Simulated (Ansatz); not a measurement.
System: BAs.

```yaml
crystal:
  lattice:
    - [2.59676, -2.59676, 0.00000]
    - [2.59676, 2.59676, 0.00000]
    - [0.00000, 0.00000, 5.00118]
  atoms:
    - { symbol: B, position: [0.00000, 0.00000, 0.00000] }
    - { symbol: B, position: [0.50000, 0.50000, 0.50000] }
    - { symbol: As, position: [0.50000, 0.00000, 0.25000] }
    - { symbol: As, position: [0.00000, 0.50000, 0.75000] }
```

Space group I-4m2; changed on purpose from its base cell (strain +0.080 along x and y, +0.040 along z, atoms carried along); computed pressure about −17 GPa in this cell.

Level of theory: DFT PBE, scalar-relativistic, plane waves, PAW in Ansatz 0.2.0.

Predict the valence pseudo-density and electron localisation function between the atoms.

B–As (2.22 Å): ρ at the midpoint is about 0.63 e/Å³; the ELF peaks at about 0.90 between the atoms, as expected for localised, covalent bonding.

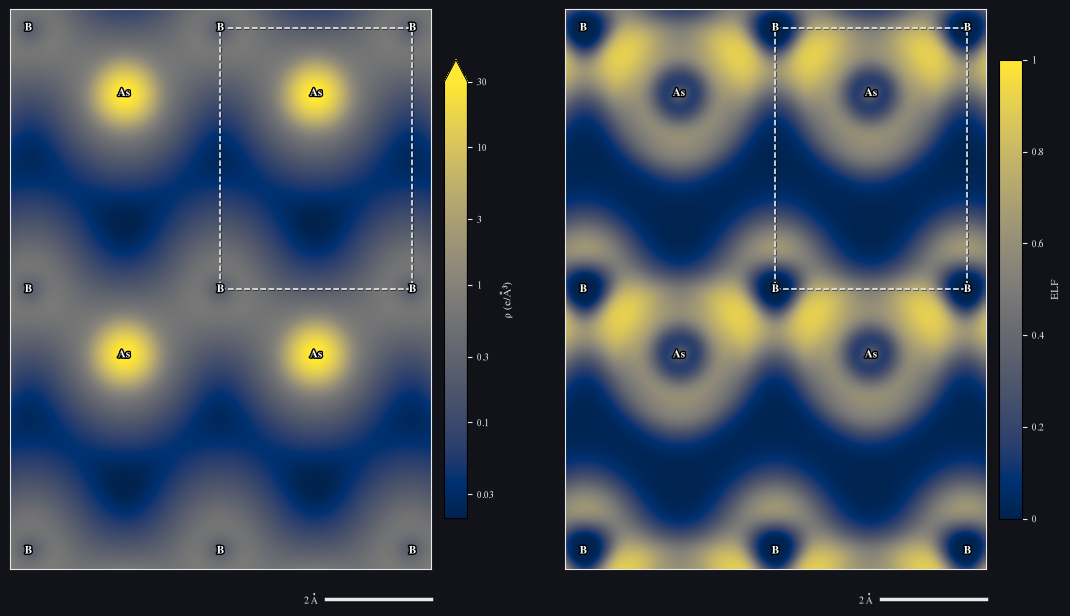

Computed valence pseudo-density and electron localisation function on the (100) plane of the conventional cell, in this order. 

In a PAW calculation such maps are meaningful between the atoms, not at the nuclei.
